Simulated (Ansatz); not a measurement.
System: Tl.

The calculation's input:

```
crystal:
  lattice:
    - [0.0, 2.4482740299, 2.4482740299]
    - [2.4482740299, 0.0, 2.4482740299]
    - [2.4482740299, 2.4482740299, 0.0]
  atoms:
    - { symbol: Tl, position: [0.0, 0.0, 0.0] }
basis:
  ecutwfc: 420
kpoints:
  mp_grid: { grid: [14, 14, 14] }
  band_path:
    path:
      - [[0.0, 0.0, 0.0], [0.5, 0.0, 0.5], [0.625, 0.25, 0.625]]
      - [[0.375, 0.375, 0.75], [0.0, 0.0, 0.0], [0.5, 0.5, 0.5], [0.5, 0.25, 0.75], [0.5, 0.0, 0.5]]
    npoints: 14
hamiltonian:
  xc: pbe
  dispersion: d3bj
scf:
  occupations: { method: gaussian, width: 0.1 }
  n_extra_bands: 6
output:
  forces: true
  stress: true
  eigenvalues: true
  populations: true
  dos: { projected: true, de: 0.02, nscf_kmesh: { grid: [21, 21, 21] } }
  bader: true
  write_density: true
  write_potential: true
  elf: true
  volumetric_format: npy
```

Command:

```sh
ansatz run input.yaml --threads 1 --pin off --max-ram 2560MiB --backend cpu --events-out ev --progress --plain --runs-dir out
```

Below, planes, directions and counts refer to the conventional cell (a = 4.90 Å, b = 4.90 Å, c = 4.90 Å, α = 90.00°, β = 90.00°, γ = 90.00°).

Space group Fm-3m; a structure from a database of computed crystals, not necessarily the ambient phase; computed without spin polarisation.

Level of theory: DFT PBE+D3(BJ), scalar-relativistic, plane waves, PAW in Ansatz.

### What will maps of the valence pseudo-density and electron localisation function show?

Tl–Tl (3.46 Å): ρ at the midpoint is about 0.11 e/Å³; the ELF is about 0.15 at the midpoint; no localised pair shows between them.

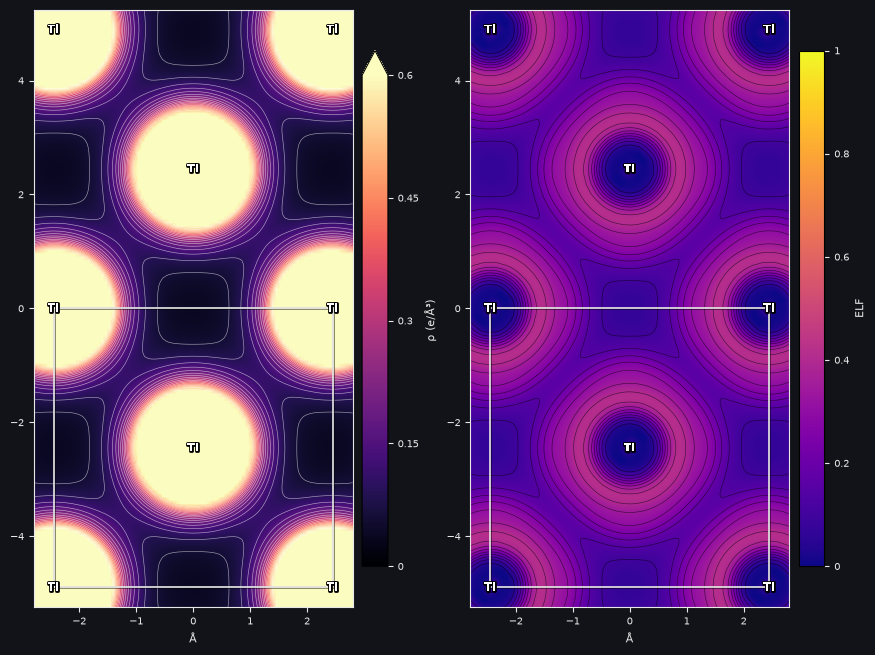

Computed valence pseudo-density and electron localisation function on the (100) plane of the conventional cell, in this order. 

In a PAW calculation such maps are meaningful between the atoms, not at the nuclei.
